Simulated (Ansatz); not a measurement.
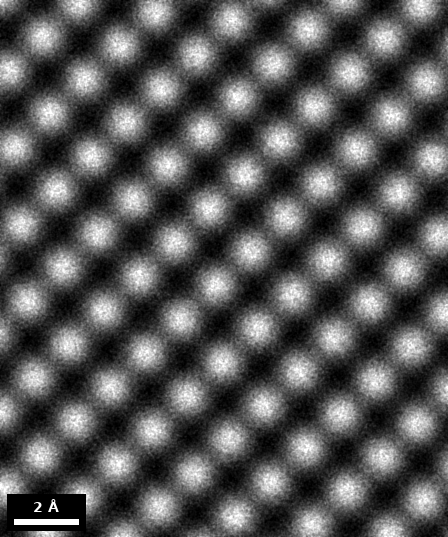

HAADF-like image of Pd (Pm-3m, No. 221). The image is simulated as a sum over atoms of Z^1.6, blurred by a 1.01 Å probe (no channelling). Shot noise was added. Structure used: coordinates from a relaxation with DFT, RPBE, plane waves (420 eV) with PAW, scalar-relativistic in Ansatz; the starting structure was generated, so it need not be a known form of this composition.

```cif
data_structure
_symmetry_space_group_name_H-M 'Pm-3m'
_symmetry_Int_Tables_number 221
_cell_length_a 2.6423
_cell_length_b 2.6423
_cell_length_c 2.6423
_cell_angle_alpha 90.000
_cell_angle_beta 90.000
_cell_angle_gamma 90.000
_cell_volume 18.45
loop_
_atom_site_label
_atom_site_type_symbol
_atom_site_symmetry_multiplicity
_atom_site_Wyckoff_symbol
_atom_site_fract_x
_atom_site_fract_y
_atom_site_fract_z
_atom_site_occupancy
Pd1 Pd 1 a 0.00000 0.00000 0.00000 1
```

**Along which zone axis is the crystal seen: [111], [001], [110] or [211]? (Directions equivalent by symmetry count as one.)**

[211]. The projected cells are 2.16 × 2.16 Å, 120° for [111]; 2.64 × 2.64 Å, 90° for [001]; 1.87 × 2.64 Å, 90° for [110]; 1.53 × 1.87 Å, 90° for [211], and the image repeats as the [211] one does.
